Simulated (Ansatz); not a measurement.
Geometry relaxation, with input and output: Cu (part 2 of 3)

The same run, continued: Cu (slab, 16 atoms in the cell); DFT PBE+D3(BJ), scalar-relativistic, plane waves, PAW, no spin polarisation (Ansatz 0.2.0); cutoff 420 eV, 6×6×1 k-mesh, Gaussian smearing of 0.1 eV. The structure derives from an entry of the Crystallography Open Database. The input holds or restrains some coordinates. Forces given for the steps count only the free coordinates.

Geometry of the input (Å; fractional positions):
```
5.0394  0.0000  0.0000
-2.5197  4.3642  0.0000
0.0000  0.0000  23.1719
Cu 0.3333  0.1667  0.3668
Cu 0.3333  0.6667  0.3668
Cu 0.8333  0.1667  0.3668
Cu 0.8333  0.6667  0.3668
Cu 0.6667  0.3333  0.4556
Cu 0.6667  0.8333  0.4556
Cu 0.1667  0.3333  0.4556
Cu 0.1667  0.8333  0.4556
Cu -0.0000  0.5000  0.5444
Cu 0.0000  0.0000  0.5444
Cu 0.5000  0.5000  0.5444
Cu 0.5000  0.0000  0.5444
Cu 0.3333  0.6667  0.6332
Cu 0.3333  0.1667  0.6332
Cu 0.8333  0.6667  0.6332
Cu 0.8333  0.1667  0.6332
```

Output, continued:
```
  k-point 0: bands = ["-109.4056", "-109.3963", "-109.3917", "-109.3917", "-109.3917", "-109.3878", "-109.3878", "-109.3878", "-109.1447", "-109.1415", "-109.1335", "-109.1335", "-109.1335", "-109.1303", "-109.1303", "-109.1303", "-66.8229", "-66.8229", "-66.8229", "-66.8218", "-66.8179", "-66.8179", "-66.8179", "-66.7765", "-66.7765", "-66.7765", "-66.7597", "-66.7597", "-66.7597", "-66.7560", "-66.7475", "-66.7475", "-66.7475", "-66.7317", "-66.7317", "-66.7317", "-66.7203", "-66.7203", "-66.7100", "-66.7100",
      "-66.5962", "-66.5962", "-66.5962", "-66.5935", "-66.5935", "-66.5935", "-66.5254", "-66.5254", "-66.5254", "-66.5226", "-66.5226", "-66.5226", "-66.5012", "-66.5012", "-66.4984", "-66.4984", "-66.4515", "-66.4475", "-66.4417", "-66.4417", "-66.4417", "-66.4377", "-66.4377", "-66.4377", "-6.0108", "-4.6727", "-2.9742", "-2.1167", "-1.8180", "-1.8180", "-1.8180", "-1.6983", "-1.6983", "-1.6983", "-1.2678", "-1.2678", "-1.2678", "-1.1977", "-1.1977", "-1.1977",
      "-1.1344", "-1.1344", "-1.1344", "-0.7376", "-0.7376", "-0.7376", "-0.1253", "-0.1253", "-0.1253", "0.0588", "0.0663", "0.0663", "0.0663", "0.0988", "0.1776", "0.1776", "0.2307", "0.2307", "0.2820", "0.2820", "0.2820", "0.3988", "0.4450", "0.4450", "0.4497", "0.4497", "0.4497", "0.4946", "0.4946", "0.7963", "0.7963", "0.7963", "0.7989", "0.7989", "0.7989", "1.0490", "1.0490", "1.2012", "1.2012", "1.3302",
      "1.3302", "1.3302", "1.3914", "1.3914", "1.3914", "1.5046", "1.5046", "1.5996", "1.5996", "1.5996", "1.6102", "1.6102", "1.6102", "1.6535", "1.6535", "1.6661", "1.6661", "1.6661", "1.7386", "1.7386", "1.7386", "1.8943", "1.8943", "1.8943", "1.9018", "1.9018", "1.9018", "1.9601", "2.9148", "2.9682", "2.9682", "2.9682", "4.0347", "4.0347", "4.0347", "4.6238", "4.6238", "4.6238", "4.7962", "4.7962",
      "4.7962", "7.5255", "7.7120", "7.7653", "7.7653", "7.7653", "8.6053", "8.6053", "8.6053", "8.7188", "9.0970", "9.5531", "9.5531", "9.5531", "10.7957", "10.7957", "10.7957", "10.8067", "10.9956", "12.3978", "12.3978", "12.3978", "13.0220"]
  k-point 1: bands = ["-109.4047", "-109.3957", "-109.3927", "-109.3917", "-109.3917", "-109.3882", "-109.3878", "-109.3878", "-109.1439", "-109.1408", "-109.1343", "-109.1335", "-109.1335", "-109.1311", "-109.1303", "-109.1303", "-66.8201", "-66.8195", "-66.8195", "-66.8169", "-66.8149", "-66.8149", "-66.8133", "-66.7779", "-66.7763", "-66.7763", "-66.7611", "-66.7611", "-66.7576", "-66.7569", "-66.7492", "-66.7492", "-66.7457", "-66.7353", "-66.7353", "-66.7303", "-66.7260", "-66.7222", "-66.7164", "-66.7114",
      "-66.5927", "-66.5927", "-66.5900", "-66.5900", "-66.5899", "-66.5872", "-66.5289", "-66.5289", "-66.5262", "-66.5262", "-66.5238", "-66.5210", "-66.5076", "-66.5049", "-66.5028", "-66.5001", "-66.4508", "-66.4468", "-66.4424", "-66.4417", "-66.4417", "-66.4384", "-66.4377", "-66.4377", "-5.7820", "-4.4539", "-2.7727", "-2.0463", "-1.9550", "-1.7618", "-1.7618", "-1.7529", "-1.6234", "-1.6234", "-1.3385", "-1.2056", "-1.2056", "-1.1802", "-1.1515", "-1.1515",
      "-0.9986", "-0.9986", "-0.9984", "-0.6833", "-0.6833", "-0.6765", "-0.1717", "-0.1717", "-0.1213", "-0.0302", "-0.0029", "0.1037", "0.1100", "0.1100", "0.1153", "0.2353", "0.2353", "0.2605", "0.2695", "0.2922", "0.3096", "0.3159", "0.3230", "0.3737", "0.3737", "0.3852", "0.4977", "0.5157", "0.5702", "0.5702", "0.5717", "0.6990", "0.8088", "0.8732", "0.8732", "1.0010", "1.0111", "1.1635", "1.2073", "1.2129",
      "1.2129", "1.2565", "1.2683", "1.2755", "1.2755", "1.3156", "1.3774", "1.3774", "1.4647", "1.5015", "1.5192", "1.5292", "1.5292", "1.5595", "1.5801", "1.5961", "1.5961", "1.6284", "1.6284", "1.6567", "1.6834", "1.7265", "1.7265", "1.7942", "1.7972", "1.7972", "1.8143", "1.9701", "2.4283", "2.6060", "3.0753", "3.0753", "3.5027", "3.7821", "3.7821", "4.0060", "4.8279", "4.8279", "5.7463", "5.7463",
      "6.0617", "7.7105", "7.9328", "7.9553", "7.9553", "8.2350", "8.8998", "8.8998", "8.9370", "9.0318", "9.2798", "9.6273", "9.6273", "9.7921", "11.0097", "11.0740", "11.2033", "11.2272", "11.2272", "12.1732", "12.1732", "12.5603", "13.1045"]
  k-point 2: bands = ["-109.4023", "-109.3954", "-109.3940", "-109.3917", "-109.3917", "-109.3897", "-109.3877", "-109.3877", "-109.1419", "-109.1387", "-109.1363", "-109.1335", "-109.1335", "-109.1331", "-109.1303", "-109.1303", "-66.8154", "-66.8115", "-66.8115", "-66.8078", "-66.8074", "-66.8074", "-66.7990", "-66.7775", "-66.7775", "-66.7744", "-66.7638", "-66.7638", "-66.7618", "-66.7535", "-66.7522", "-66.7522", "-66.7438", "-66.7438", "-66.7408", "-66.7394", "-66.7336", "-66.7272", "-66.7262", "-66.7153",
      "-66.5843", "-66.5843", "-66.5816", "-66.5816", "-66.5727", "-66.5699", "-66.5375", "-66.5375", "-66.5347", "-66.5347", "-66.5252", "-66.5224", "-66.5194", "-66.5166", "-66.5073", "-66.5045", "-66.4489", "-66.4450", "-66.4441", "-66.4417", "-66.4417", "-66.4401", "-66.4377", "-66.4377", "-5.1148", "-3.8279", "-2.8998", "-2.2257", "-2.1058", "-1.6248", "-1.6248", "-1.5319", "-1.4211", "-1.4211", "-1.3823", "-1.0843", "-1.0843", "-1.0499", "-0.9750", "-0.9750",
      "-0.8157", "-0.7125", "-0.7125", "-0.5296", "-0.5296", "-0.5101", "-0.3102", "-0.3082", "-0.3082", "-0.1635", "-0.1370", "-0.0867", "-0.0143", "-0.0143", "0.0297", "0.0969", "0.0969", "0.2137", "0.2454", "0.2621", "0.2806", "0.3210", "0.3210", "0.3821", "0.4239", "0.4505", "0.4505", "0.4828", "0.4898", "0.5129", "0.6767", "0.6767", "0.6892", "0.7621", "0.7621", "0.7750", "0.7821", "0.7950", "0.8292", "0.8945",
      "0.8945", "0.9130", "0.9700", "0.9991", "1.1271", "1.1747", "1.1875", "1.1875", "1.2111", "1.2767", "1.2767", "1.3004", "1.3405", "1.3405", "1.3578", "1.4559", "1.4708", "1.4925", "1.5191", "1.5508", "1.5637", "1.5637", "1.6646", "1.6808", "1.6808", "1.6962", "1.7339", "1.7692", "1.7692", "2.8706", "3.1508", "3.1508", "3.1949", "3.7666", "3.7666", "4.6745", "5.1551", "5.1551", "5.2751", "7.0629",
      "7.0629", "7.8133", "8.2627", "8.5948", "8.6154", "8.6154", "9.5237", "9.5237", "9.5912", "9.8423", "10.1879", "10.4289", "10.4289", "10.8616", "11.3019", "11.6074", "11.6074", "11.6263", "11.8259", "11.9775", "12.2050", "12.5993", "12.6774"]
  k-point 6: bands = ["-109.3972", "-109.3972", "-109.3972", "-109.3907", "-109.3907", "-109.3907", "-109.3896", "-109.3870", "-109.1377", "-109.1377", "-109.1377", "-109.1345", "-109.1345", "-109.1345", "-109.1321", "-109.1289", "-66.8071", "-66.8071", "-66.8071", "-66.7982", "-66.7981", "-66.7937", "-66.7826", "-66.7826", "-66.7826", "-66.7743", "-66.7668", "-66.7668", "-66.7668", "-66.7601", "-66.7589", "-66.7501", "-66.7501", "-66.7501", "-66.7387", "-66.7387", "-66.7387", "-66.7292", "-66.7292", "-66.7292",
      "-66.5689", "-66.5679", "-66.5661", "-66.5652", "-66.5564", "-66.5564", "-66.5564", "-66.5537", "-66.5537", "-66.5537", "-66.5208", "-66.5208", "-66.5208", "-66.5181", "-66.5181", "-66.5181", "-66.4453", "-66.4453", "-66.4453", "-66.4413", "-66.4413", "-66.4413", "-66.4404", "-66.4364", "-3.5012", "-3.5012", "-3.5012", "-2.4369", "-2.4369", "-2.4369", "-1.3102", "-1.3102", "-1.3102", "-0.8723", "-0.8679", "-0.8528", "-0.8069", "-0.8069", "-0.8069", "-0.7291",
      "-0.7180", "-0.5836", "-0.5589", "-0.5589", "-0.5589", "-0.4405", "-0.4112", "-0.4112", "-0.4112", "-0.3309", "-0.3309", "-0.3309", "-0.0470", "-0.0470", "-0.0470", "-0.0238", "-0.0212", "0.0339", "0.0339", "0.0339", "0.0571", "0.0571", "0.0571", "0.2224", "0.2224", "0.2224", "0.3745", "0.3770", "0.4322", "0.4354", "0.5258", "0.5258", "0.5258", "0.5936", "0.5936", "0.5936", "0.8038", "0.8038", "0.8038", "0.8769",
      "0.8769", "0.8769", "0.8993", "1.0573", "1.0573", "1.0573", "1.0679", "1.0702", "1.2818", "1.2818", "1.2818", "1.3776", "1.3776", "1.3776", "1.4495", "1.4521", "1.4521", "1.4521", "1.5622", "1.5623", "1.5643", "1.5643", "1.5643", "1.5718", "1.5826", "1.5826", "1.5826", "1.6187", "1.6187", "1.6187", "2.5965", "2.5965", "2.5965", "4.7089", "4.7089", "4.7089", "6.7758", "6.9227", "6.9227", "6.9227",
      "7.0368", "7.0399", "7.8421", "7.8456", "8.6618", "9.7233", "9.7281", "9.7480", "9.7480", "9.7480", "10.3544", "10.3544", "10.3544", "11.0130", "11.3295", "11.3295", "11.3295", "11.4174", "11.4174", "11.4174", "11.8060", "13.2219", "13.2285"]
--- Relaxed structure (3 steps of the walk, 3 accepted, 0 SCFs on fresh bases) ---
  F+E_penalty+E_count = -106006.16483500 eV   max|allowed force component| = 4.990e-4 eV/Å
  atoms:
    - { symbol: Cu, position: [0.33333333333333337, 0.16666666666666669, 0.3668229667999999] }
    - { symbol: Cu, position: [0.33333333333333337, 0.6666666666666666, 0.3668229667999999] }
    - { symbol: Cu, position: [0.8333333333333334, 0.16666666666666666, 0.3668229667999999] }
    - { symbol: Cu, position: [0.8333333333333335, 0.6666666666666665, 0.3668229667999999] }
    - { symbol: Cu, position: [0.6666666666666665, 0.3333333333333334, 0.4556076556] }
    - { symbol: Cu, position: [0.6666666666666667, 0.8333333333333333, 0.4556076556] }
    - { symbol: Cu, position: [0.16666666666666666, 0.33333333333333337, 0.4556076556] }
    - { symbol: Cu, position: [0.16666666666666669, 0.8333333333333333, 0.4556076556] }
    - { symbol: Cu, position: [2.7755575615628914e-17, 0.5, 0.543869522366521] }
    - { symbol: Cu, position: [5.782411586050829e-18, 1.0408340855860841e-17, 0.543869522366521] }
    - { symbol: Cu, position: [0.5, 0.49999999999999994, 0.543869522366521] }
    - { symbol: Cu, position: [0.49999999999999994, 1.0408340855456946e-17, 0.543869522366521] }
    - { symbol: Cu, position: [0.33333333333333337, 0.6666666666666666, 0.6328934578435266] }
    - { symbol: Cu, position: [0.33333333333333337, 0.16666666666666669, 0.6328934578435266] }
    - { symbol: Cu, position: [0.8333333333333335, 0.6666666666666665, 0.6328934578435266] }
    - { symbol: Cu, position: [0.8333333333333334, 0.16666666666666666, 0.6328934578435266] }
```

Trajectory as extended XYZ (Å, eV, eV/Å), 3 frames, from step=1 to step=3:
```
16
Lattice="5.0394 0.0000 0.0000 -2.5197 4.3642 0.0000 0.0000 0.0000 23.1719" Properties=species:S:1:pos:R:3:forces:R:3 step=1 energy=-106006.16319
Cu    1.2598    0.7274    8.5000    0.0000   0.0000  -0.0237
Cu    0.0000    2.9095    8.5000    0.0000   0.0000  -0.0237
Cu    3.7795    0.7274    8.5000    0.0000   0.0000  -0.0237
Cu    2.5197    2.9095    8.5000    0.0000   0.0000  -0.0237
Cu    2.5197    1.4547   10.5573    0.0000   0.0000   0.0804
Cu    1.2598    3.6369   10.5573    0.0000   0.0000   0.0804
Cu    0.0000    1.4547   10.5573    0.0000   0.0000   0.0804
Cu   -1.2598    3.6369   10.5573    0.0000   0.0000   0.0804
Cu   -1.2598    2.1821   12.6146    0.0000   0.0000  -0.0804
Cu    0.0000    0.0000   12.6146    0.0000   0.0000  -0.0804
Cu    1.2598    2.1821   12.6146    0.0000   0.0000  -0.0804
Cu    2.5197    0.0000   12.6146    0.0000   0.0000  -0.0804
Cu    0.0000    2.9095   14.6719    0.0000   0.0000   0.0238
Cu    1.2598    0.7274   14.6719    0.0000   0.0000   0.0238
Cu    2.5197    2.9095   14.6719    0.0000   0.0000   0.0238
Cu    3.7795    0.7274   14.6719    0.0000   0.0000   0.0238
16
Lattice="5.0394 0.0000 0.0000 -2.5197 4.3642 0.0000 0.0000 0.0000 23.1719" Properties=species:S:1:pos:R:3:forces:R:3 step=2 energy=-106006.16426
Cu    1.2598    0.7274    8.5000    0.0000   0.0000  -0.0237
Cu    0.0000    2.9095    8.5000    0.0000   0.0000  -0.0237
Cu    3.7795    0.7274    8.5000    0.0000   0.0000  -0.0237
Cu    2.5197    2.9095    8.5000    0.0000   0.0000  -0.0237
Cu    2.5197    1.4547   10.5573    0.0000   0.0000   0.0574
Cu    1.2598    3.6369   10.5573    0.0000   0.0000   0.0574
Cu    0.0000    1.4547   10.5573    0.0000   0.0000   0.0574
Cu   -1.2598    3.6369   10.5573    0.0000   0.0000   0.0574
Cu   -1.2598    2.1821   12.6097    0.0000   0.0000  -0.0483
Cu    0.0000    0.0000   12.6097    0.0000   0.0000  -0.0483
Cu    1.2598    2.1821   12.6097    0.0000   0.0000  -0.0483
Cu    2.5197    0.0000   12.6097    0.0000   0.0000  -0.0483
Cu    0.0000    2.9095   14.6691    0.0000   0.0000   0.0146
Cu    1.2598    0.7274   14.6691    0.0000   0.0000   0.0146
Cu    2.5197    2.9095   14.6691    0.0000   0.0000   0.0146
Cu    3.7795    0.7274   14.6691    0.0000   0.0000   0.0146
16
Lattice="5.0394 0.0000 0.0000 -2.5197 4.3642 0.0000 0.0000 0.0000 23.1719" Properties=species:S:1:pos:R:3:forces:R:3 step=3 energy=-106006.16484
Cu    1.2598    0.7274    8.5000    0.0000   0.0000  -0.0241
Cu    0.0000    2.9095    8.5000    0.0000   0.0000  -0.0241
Cu    3.7795    0.7274    8.5000    0.0000   0.0000  -0.0241
Cu    2.5197    2.9095    8.5000    0.0000   0.0000  -0.0241
Cu    2.5197    1.4547   10.5573    0.0000   0.0000   0.0234
Cu    1.2598    3.6369   10.5573    0.0000   0.0000   0.0234
Cu    0.0000    1.4547   10.5573    0.0000   0.0000   0.0234
Cu   -1.2598    3.6369   10.5573    0.0000   0.0000   0.0234
Cu   -1.2598    2.1821   12.6025    0.0000   0.0000   0.0003
Cu    0.0000    0.0000   12.6025    0.0000   0.0000   0.0003
Cu    1.2598    2.1821   12.6025    0.0000   0.0000   0.0003
Cu    2.5197    0.0000   12.6025    0.0000   0.0000   0.0003
Cu    0.0000    2.9095   14.6654    0.0000   0.0000   0.0005
Cu    1.2598    0.7274   14.6654    0.0000   0.0000   0.0005
Cu    2.5197    2.9095   14.6654    0.0000   0.0000   0.0005
Cu    3.7795    0.7274   14.6654    0.0000   0.0000   0.0005
```

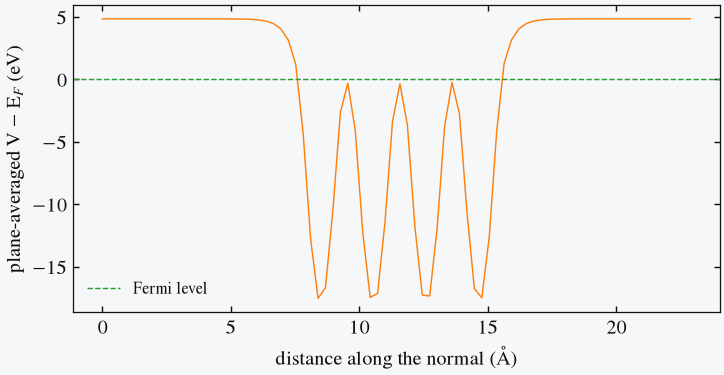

**Figure 1.** Plane average of the electrostatic potential energy of an electron across the cell, from the Fermi level. The vacuum level lies 4.84 eV above the Fermi level.

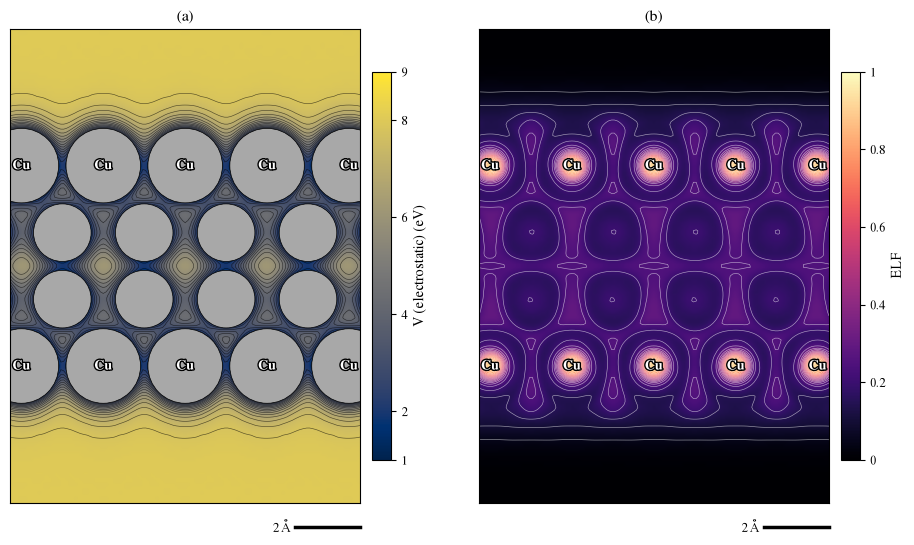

**Figure 2.** (a) electrostatic potential energy of an electron; (b) ELF on the (100) plane of the calculation cell, a cut from vacuum to vacuum. Grey discs, where drawn, cover atomic cores. The section cuts through Cu sites. Cu–Cu (2.52 Å): the ELF is about 0.25 at the midpoint (no localised pair between them). The strong features right at Cu lie inside the PAW spheres (semicore, d or f shells) and say nothing about bonding. The fields are those of the smooth PAW valence density.
